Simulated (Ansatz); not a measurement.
C$_{62}$N (cell charge −1, with a compensating background) (cell with a defect), 63 atoms, a = 7.14 Å, b = 7.14 Å, c = 7.14 Å, α = 90.00°, β = 90.00°, γ = 90.00°.

PAW files of the earlier set (soft_1); spin-polarised.

Level of theory: Ansatz, DFT PBE, scalar-relativistic, plane waves, PAW.

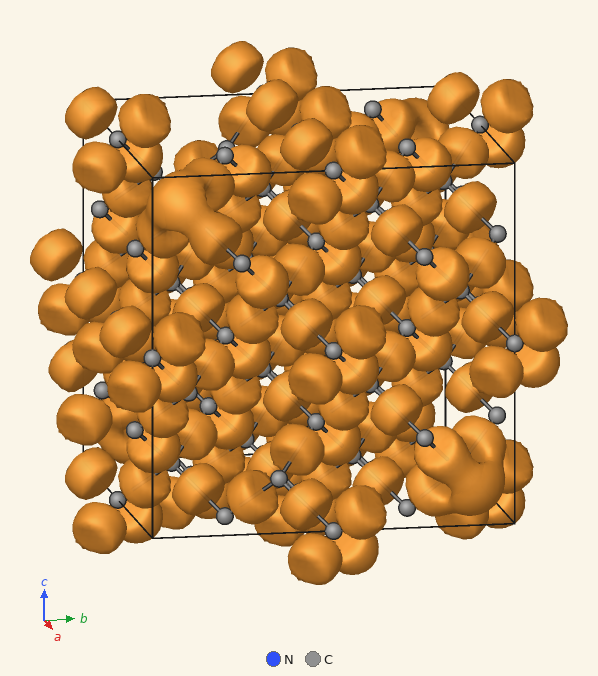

C$_{62}$N (cell charge −1, with a compensating background) (cell with a defect). Isosurface of the electron localisation function at 0.7 (orange), seen slightly off an axis. Core shells and regions of very low density are left out. Sticks mark near contacts.

In a PAW calculation such maps are meaningful between the atoms, not at the nuclei.

> Where are the electrons localised?

The ELF exceeds this value in 112 regions between bonded C–C atoms (shared pairs), three regions on C in which the atom's valence shell and bonds are merged and one region on N in which the atom's valence shell and bonds are merged, counted in one cell of 63 atoms. Any copies at cell faces, edges or corners count once.

Values along the shortest contacts:
C–N (1.48 Å): the ELF peaks at about 0.90 between the atoms, as expected for a shared electron pair. C–C (1.49 Å): the ELF peaks at about 0.95 between the atoms, as expected for localised, covalent bonding.
